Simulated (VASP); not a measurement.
**ZnPt: interstitial B from one void to a neighbouring one**

Wanted: the minimum-energy path in ZnPt for this move: interstitial B from one void to a neighbouring one. The start is a cell from a database of measured crystal structures.

Method: PBEsol; plane waves and PAW (Pt, Zn), in the first sound run; inputs show where later runs differ, in VASP 6.6.1.

### 1. The host crystal

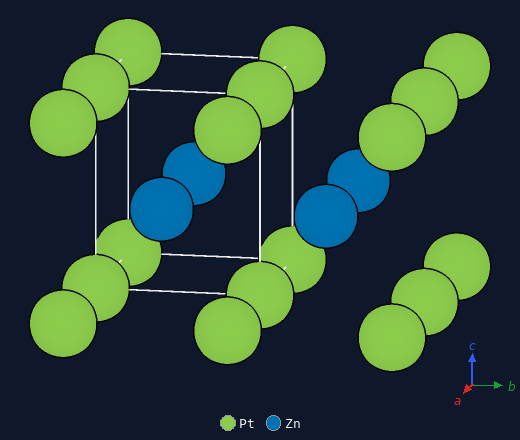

The cell as given, slightly off an axis (platinum green, zinc blue). 2×2×1 cells are drawn. Some periodic images of atoms are drawn too.

Structure file:

```xyz
2
Lattice="2.8640 0.0000 0.0000 0.0000 2.8640 0.0000 0.0000 0.0000 3.5100" Properties=species:S:1:pos:R:3 pbc="T T T"
Pt    0.0000    0.0000    0.0000
Zn    1.4320    1.4320    1.7550
```

### 2. Relax the host

First cell and atoms are relaxed at a raised cutoff, so that later runs start from this functional's own cell.

File INCAR:

```
SYSTEM = ZnPt
PREC = Accurate
ENCUT = 360
EDIFF = 1E-06
NELM = 120
ISMEAR = 1
SIGMA = 0.15
LREAL = .FALSE.
ALGO = Normal
GGA = PS
NBANDS = 17
LORBIT = 11
LWAVE = .FALSE.
LCHARG = .FALSE.
KPAR = 3
IBRION = 2
NSW = 40
ISIF = 3
EDIFFG = -0.02
POTIM = 0.4
```

File POSCAR:

```
ZnPt
1.0
    2.8640000000      0.0000000000      0.0000000000
    0.0000000000      2.8640000000      0.0000000000
    0.0000000000      0.0000000000      3.5100000000
Pt Zn
1 1
Direct
    0.0000000000      0.0000000000      0.0000000000
    0.5000000000      0.5000000000      0.5000000000
```

File KPOINTS:

```
Automatic mesh
0
Gamma
11 11 9
0 0 0
```

The projector-augmented-wave data sets are Pt and Zn (PBE family, release 64).

Command:

```
$ mpirun -np 3 vasp_std
```

The log of the run:

```text
[banner, memory and clock lines left out]
running    3 mpi-ranks, on    1 nodes
 distrk:  each k-point on    1 cores,    3 groups
 distr:  one band on    1 cores,    1 groups

 POSCAR found type information on POSCAR PtZn
 POSCAR found :  2 types and       2 ions
|                                                                             |
|               ----> ADVICE to this user running VASP <----                  |
|                                                                             |
|     You enforced a specific xc type in the INCAR file but a different       |
|     [... a line on the potential file left out ...]
|     I HOPE YOU KNOW WHAT YOU ARE DOING!                                     |
|                                                                             |

 LDA part: xc-table for (Slater+PW92), standard interpolation
 POSCAR, INCAR and KPOINTS ok, starting setup
 FFT: planning ... GRIDC
 FFT: planning ... GRID_SOFT
 FFT: planning ... GRID
 WAVECAR not read
 entering main loop
       N       E                     dE             d eps       ncg     rms          rms(c)
DAV:   1     0.894930471713E+02    0.89493E+02   -0.89026E+03  3810   0.134E+03
DAV:   2    -0.689347554707E+01   -0.96387E+02   -0.91719E+02  3697   0.252E+02
DAV:   3    -0.101098787046E+02   -0.32164E+01   -0.31986E+01  4148   0.529E+01
DAV:   4    -0.101351825900E+02   -0.25304E-01   -0.25299E-01  4068   0.404E+00
DAV:   5    -0.101355255541E+02   -0.34296E-03   -0.34296E-03  4117   0.507E-01    0.101E+01
DAV:   6    -0.970708546168E+01    0.42844E+00   -0.11645E+00  3952   0.196E+01    0.525E+00
DAV:   7    -0.966793351766E+01    0.39152E-01   -0.46901E-02  5089   0.348E+00    0.242E+00
DAV:   8    -0.965763395666E+01    0.10300E-01   -0.15472E-02  4171   0.142E+00    0.234E-01
DAV:   9    -0.965734870303E+01    0.28525E-03   -0.88821E-04  4499   0.832E-01    0.913E-02
DAV:  10    -0.965732291095E+01    0.25792E-04   -0.16243E-04  3927   0.103E-01    0.208E-02
DAV:  11    -0.965732260987E+01    0.30107E-06   -0.81352E-06  4076   0.333E-02
   1 F= -.96573226E+01 E0= -.96568781E+01  d E =-.965732E+01
 curvature:   0.00 expect dE= 0.000E+00 dE for cont linesearch  0.000E+00
 trial: gam= 0.00000 g(F)=  0.000E+00 g(S)=  0.718E-01 ort = 0.000E+00 (trialstep = 0.100E+01)
 search vector abs. value=  0.718E-01
 bond charge predicted
       N       E                     dE             d eps       ncg     rms          rms(c)
DAV:   1    -0.108439706990E+02   -0.11866E+01   -0.14318E+01  3825   0.661E+01    0.806E+00
DAV:   2    -0.973901564202E+01    0.11050E+01   -0.29892E+00  4110   0.491E+01    0.219E+00
DAV:   3    -0.968101976022E+01    0.57996E-01   -0.16612E-01  3822   0.578E+00    0.122E+00
DAV:   4    -0.966652362428E+01    0.14496E-01   -0.92371E-03  5207   0.314E+00    0.792E-01
DAV:   5    -0.965479400655E+01    0.11730E-01   -0.65727E-03  4707   0.192E+00    0.546E-02
DAV:   6    -0.965486154189E+01   -0.67535E-04   -0.11552E-03  3723   0.350E-01    0.370E-02
DAV:   7    -0.965486423747E+01   -0.26956E-05   -0.23251E-05  5206   0.135E-01    0.497E-03
DAV:   8    -0.965486414266E+01    0.94811E-07   -0.43484E-06  3716   0.257E-02
   2 F= -.96548641E+01 E0= -.96546542E+01  d E =0.245847E-02
 trial-energy change:    0.002458  1 .order    0.004342   -0.071817    0.080501
 step:   0.4900(harm=  0.4715)  dis= 0.00000  next Energy=    -9.675141 (dE=-0.178E-01)
 bond charge predicted
       N       E                     dE             d eps       ncg     rms          rms(c)
DAV:   1    -0.997925081364E+01   -0.32439E+00   -0.37702E+00  3777   0.372E+01    0.373E+00
DAV:   2    -0.969876265415E+01    0.28049E+00   -0.80162E-01  4158   0.168E+01    0.138E+00
DAV:   3    -0.968233260933E+01    0.16430E-01   -0.12337E-02  5203   0.318E+00    0.753E-01
DAV:   4    -0.967570567677E+01    0.66269E-02   -0.47911E-03  4036   0.709E-01    0.173E-01
DAV:   5    -0.967529596521E+01    0.40971E-03   -0.36718E-04  5688   0.622E-01    0.239E-02
DAV:   6    -0.967530311500E+01   -0.71498E-05   -0.73237E-05  5067   0.102E-01    0.127E-02
DAV:   7    -0.967530453873E+01   -0.14237E-05   -0.35307E-06  3169   0.178E-02    0.419E-03
DAV:   8    -0.967530497439E+01   -0.43566E-06   -0.23967E-07  1846   0.126E-02
   3 F= -.96753050E+01 E0= -.96749436E+01  d E =-.179824E-01
 curvature:  -0.24 expect dE=-0.711E-05 dE for cont linesearch -0.280E-05
 trial: gam=-0.01245 g(F)=  0.232E-65 g(S)=  0.302E-04 ort = 0.924E-03 (trialstep = 0.898E+00)
 search vector abs. value=  0.183E-04
 reached required accuracy - stopping structural energy minimisation
```

Run time: 17 s. Hardware: 3 MPI ranks of Intel Xeon Platinum 8259CL at 2.50GHz (Skylake/Cascade Lake), shared host; peak memory 0.45 GiB.

Lines that name or quote the potential files are left out of all logs, and their timing lines are given in words.

OUTCAR, selected parts (step 2):

```text
ion  position               nearest neighbor table
   1  0.000  0.000  0.000-   2 2.68   2 2.68   2 2.68   2 2.68   2 2.68   2 2.68   2 2.68   2 2.68

  LATTYP: Found a simple tetragonal cell.
 ALAT       =     2.8640000000
 C/A-ratio  =     1.2255586592

 Subroutine GETGRP returns: Found 16 space group operations
 (whereof 16 operations were pure point group operations)

The static configuration has the point symmetry D_4h.

 Found    105 irreducible k-points:

   k-points           NKPTS =    105   k-points in BZ     NKDIM =    105   number of bands    NBANDS=     17

   dimension x,y,z NGX =    18 NGY =   18 NGZ =   24
   dimension x,y,z NGXF=    36 NGYF=   36 NGZF=   48

   ENCUT  =  360.0 eV  26.46 Ry    5.14 a.u.   4.43  4.43  5.43*2*pi/ulx,y,z

   NELECT =      22.0000    total number of electrons

 k-points in reciprocal lattice and weights: Automatic mesh
   0.00000000  0.00000000  0.00000000       0.001
   0.09090909  0.00000000  0.00000000       0.004
   0.18181818  0.00000000  0.00000000       0.004
   0.27272727  0.00000000  0.00000000       0.004
   0.36363636  0.00000000  0.00000000       0.004
   0.45454545  0.00000000  0.00000000       0.004
   0.09090909  0.09090909  0.00000000       0.004
   0.18181818  0.09090909  0.00000000       0.007
   0.27272727  0.09090909  0.00000000       0.007
[...]
0.45454545  0.36363636  0.44444444       0.015
   0.45454545  0.45454545  0.44444444       0.007

 average (electrostatic) potential at core
       1 -66.1299       2 -31.4566

 E-fermi :   7.5561

 k-point     1 :       0.0000    0.0000    0.0000
  band No.  band energies     occupation
    ...
      7       2.8832      2.00000
      8       3.5586      2.00000
      9       6.1009      2.00000
     10       6.1009      2.00000
     11       6.6956      2.00000
     12      10.0382     -0.00000
     13      16.1058      0.00000
     14      16.1058      0.00000
     15      16.8412      0.00000
     16      23.0340      0.00000
    ...

 k-point     2 :       0.0909    0.0000    0.0000
  band No.  band energies     occupation
    ...
      7       2.9570      2.00000
      8       3.5938      2.00000
      9       5.6926      2.00000
     10       6.0921      2.00000
     11       6.5166      2.00000
     12      10.6099      0.00000
     13      14.6887      0.00000
     14      16.4521      0.00000
     15      17.1821      0.00000
     16      22.9289      0.00000
    ...

 k-point     3 :       0.1818    0.0000    0.0000
  band No.  band energies     occupation
    ...
      7       3.0879      2.00000
      8       3.7612      2.00000
      9       4.8867      2.00000
     10       6.0684      2.00000
     11       6.0777      2.00000
     12      11.9125      0.00000
     13      12.5035      0.00000
     14      17.2475      0.00000
     15      17.4007      0.00000
     16      22.1747      0.00000
    ...

  Total       -0.0018860     -0.0018860     -0.0394655      0.0000000      0.0000000      0.0000000
  in kB       -0.1083440     -0.1083440     -2.2670977      0.0000000      0.0000000      0.0000000
  external PRESSURE =      -0.8279286 kB  Pullay stress =       0.0000000 kB

  energy-cutoff  :      360.00
  volume of cell :       27.89
      direct lattice vectors                 reciprocal lattice vectors
     2.833743174  0.000000000  0.000000000     0.352890131  0.000000000  0.000000000
     0.000000000  2.833743174  0.000000000     0.000000000  0.352890131 -0.000000000
     0.000000000  0.000000000  3.473258328     0.000000000  0.000000000  0.287914087

 POSITION                                       TOTAL-FORCE (eV/Angst)
 -----------------------------------------------------------------------------------
      0.00000      0.00000      0.00000         0.000000     -0.000000      0.000000
      1.41687      1.41687      1.73663         0.000000      0.000000      0.000000
 -----------------------------------------------------------------------------------
    total drift:                                0.000000     -0.000000      0.000000

  FREE ENERGIE OF THE ION-ELECTRON SYSTEM (eV)
  ---------------------------------------------------
  free  energy   TOTEN  =        -9.6753049744 eV

  energy  without entropy=       -9.6742207402  energy(sigma->0) =       -9.67494356

 reached required accuracy - stopping structural energy minimisation

 total charge
# of ion       s       p       d       tot
------------------------------------------
    1        0.647   0.565   8.168   9.381
    2        0.554   0.532   9.787  10.873
--------------------------------------------------
tot          1.202   1.097  17.955  20.254

[... 3 further parts left out ...]
```

The PAW data sets were made with PBE, which is usual practice but a small mismatch for other functionals. The run keeps the 16 symmetry operations of its start, so it cannot find a distortion of lower symmetry.

Relaxation path:

```csv
step,energy less that of the first step (eV),largest force (eV/Å),pressure (GPa),volume (Å³)
1,0.0000,0.0000,-6.20,28.79
2,0.0025,0.0000,7.41,26.97
3,-0.0180,0.0000,-0.08,27.89
```

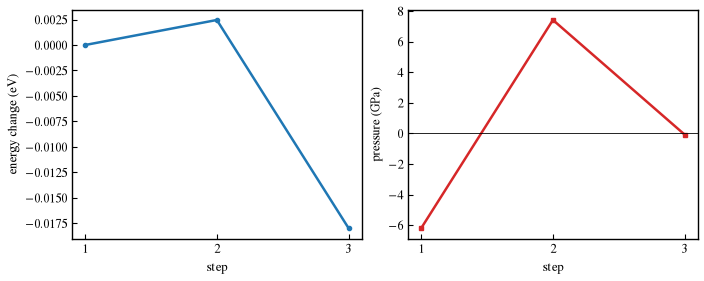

Energy and pressure along the relaxation.

```
conventional cell, symmetrised  before  after  change
                         a (Å)   2.864  2.834  -1.1 %
                         b (Å)   2.864  2.834  -1.1 %
                         c (Å)   3.510  3.473  -1.0 %
              volume (Å³/atom)   14.40  13.95  -3.1 %
```

Final coordinates:

```cif
data_structure
_symmetry_space_group_name_H-M 'P 1'
_symmetry_Int_Tables_number 1
_cell_length_a 2.8337
_cell_length_b 2.8337
_cell_length_c 3.4733
_cell_angle_alpha 90.000
_cell_angle_beta 90.000
_cell_angle_gamma 90.000
_cell_volume 27.89
loop_
_atom_site_label
_atom_site_type_symbol
_atom_site_fract_x
_atom_site_fract_y
_atom_site_fract_z
_atom_site_occupancy
Pt1 Pt 0.00000 0.00000 0.00000 1
Zn2 Zn 0.50000 0.50000 0.50000 1
```

Numbers from this step:

```
electronic steps        : 27
electrons               : 22
free energy (TOTEN)     : -9.675 eV
energy at zero smearing : -9.675 eV
Fermi energy            : 7.556 eV
metallic                : yes
```

The run ended after 3 ionic steps, 0.018 eV below its first step, once forces and stress met EDIFFG = -0.02.

(Part 1 of 4 ends here.)

[Lines on the potential files, build, host, timing and source positions are cut from VASP's logs without a mark.]

[Logs are printed without paths, hosts, clocks, repeated set-up lines and the standing remarks that a program may print on its own settings, such as how far it seeks lower states.]

[Hosts, paths, dates, database ids (printed as entryN), source tags and the programs' standing remarks are cut or masked in the printed files.]

[Runs that stopped without an error message from VASP are left out.]
